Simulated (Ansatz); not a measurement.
Hf$_{5}$N$_{4}$ (slab)

Input file:

```
crystal:
  lattice:
    - [3.1830776067, 0.0, 0.0]
    - [-1.5915388033, 2.7566260696, 0.0]
    - [0.0, 0.0, 25.3958879306]
  atoms:
    - { symbol: Hf, position: [0.3333333333, 0.6666666667, 0.2953234012] }
    - { symbol: "N", position: [0.6666666667, 0.3333333333, 0.3464925509] }
    - { symbol: Hf, position: [0.0, 0.0, 0.3976617006] }
    - { symbol: "N", position: [0.3333333333, 0.6666666667, 0.4488308503] }
    - { symbol: Hf, position: [0.6666666667, 0.3333333333, 0.5] }
    - { symbol: "N", position: [0.0, 0.0, 0.5511691497] }
    - { symbol: Hf, position: [0.3333333333, 0.6666666667, 0.6023382994] }
    - { symbol: "N", position: [0.6666666667, 0.3333333333, 0.6535074491] }
    - { symbol: Hf, position: [0.0, 0.0, 0.7046765988] }
basis:
  ecutwfc: 420
kpoints:
  mp_grid: { grid: [12, 12, 1] }
hamiltonian:
  xc: pbesol
scf:
  occupations: { method: gaussian, width: 0.1 }
output:
  forces: true
  eigenvalues: true
  write_density: true
  write_potential: true
  elf: true
  volumetric_format: npy
efield:
  axis: 3
  dipole_correction: true
  ramp_width: 0.04
```

Run with:

```sh
ansatz run input.yaml --threads 2 --pin off --max-ram 5120MiB --backend cpu --events-out ev --progress --plain --runs-dir out
```

Built by placing these elements on a known structure type; not relaxed (largest force 0.8 eV/Å).

The calculation used DFT PBEsol, scalar-relativistic, plane waves, PAW in Ansatz.

Predict the valence pseudo-density and electron localisation function between the atoms.

Answer. Hf–N (2.25 Å): ρ at the midpoint is about 0.53 e/Å³; the ELF peaks at about 0.80 in the valence shell of N, 0.6 Å from its nucleus, and drops to about 0.15 between the two atoms: no shared electron pair shows on this line.
Hf–Hf (3.18 Å): ρ is about 0.19 e/Å³ halfway; the ELF is about 0.15 at the midpoint: no shared electron pair shows on this line.

Does the calculation give a band gap?

Answer. It is gapless in this calculation (a metal or semimetal).

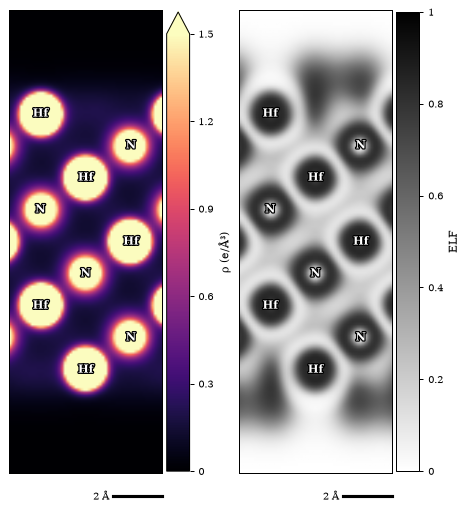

Computed valence pseudo-density and electron localisation function on the (110) plane of the calculation cell, a cut from vacuum to vacuum, in this order. 

The density is the valence pseudo-density of a PAW calculation; it isn't the true density close to the nuclei.
